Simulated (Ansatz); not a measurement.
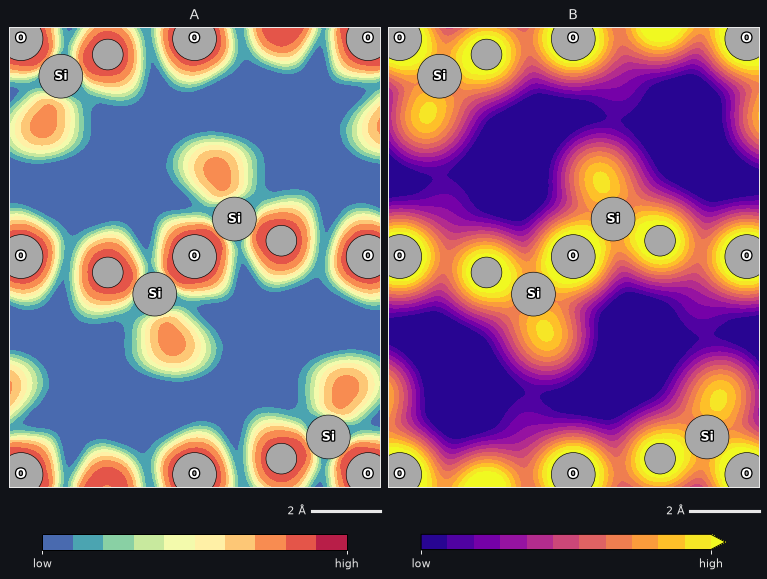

SiO₂: 2 fields on the (101) plane of the conventional cell, with unlabelled colour scales. Grey discs cover the atomic cores.

Space group Cmce; a structure from a database of computed crystals, not necessarily the ambient phase.

Computed with DFT LDA, scalar-relativistic, plane waves, PAW (Ansatz 0.2.0).

Match the panels to the quantities (electron localisation function and valence pseudo-density).

Answer. Panel A: electron localisation function. Panel B: valence pseudo-density. From the grid: Si–O (1.60 Å): ρ is about 1.3 e/Å³ halfway; the ELF peaks at about 0.85 between the atoms; a polar covalent bond.
